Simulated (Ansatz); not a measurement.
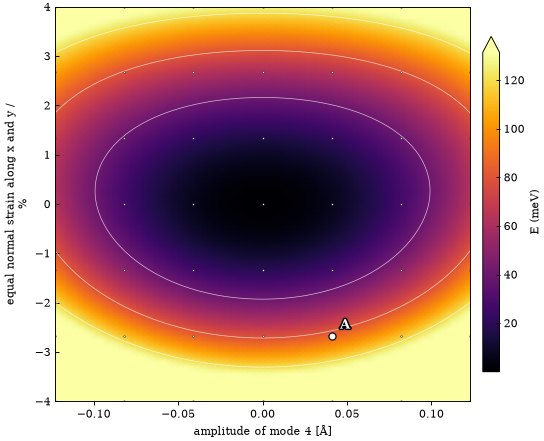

GaSb₃ (Fm-3m, No. 225; 4 atoms in the cell). 
- The energy is mapped over a normal mode and a strain (zone-centre modes of the 4-atom cell of this scan) (x, y and z along the cube axes).
- The first coordinate is: amplitude of mode 4 (94 cm⁻¹), largest displacement in the unstrained cell; the second: equal normal strain along x and y.
- Nothing is relaxed (the pattern is fixed in fractional coordinates).
- The scan uses a 7 × 7 grid; 28 points were computed and 21 follow by symmetry.
- Points are written as (first, second).
- Energies are in meV per cell, from the lowest grid point.
- Computed with DFT PBEsol+D3(BJ), scalar-relativistic, plane waves, PAW (Ansatz 0.2.0). Settings: cutoff 420 eV, k-mesh 10×10×10, gaussian smearing 0.15 eV, no spin polarisation.

In the figure: a smooth colour map with a few white contour lines, dots at the grid points, one colour for all values above the top of the scale, the point A. Between grid points the surface is interpolated.

Q: Is A at rest? If not, where is it pushed?

A: A, at (0.041 Å, −2.67 %), is not a stationary point. The computed force is 430 meV for each Å towards smaller values of the first coordinate and 60 meV for each 1 % towards larger values of the second coordinate.

PAW datasets: the set soft_1.
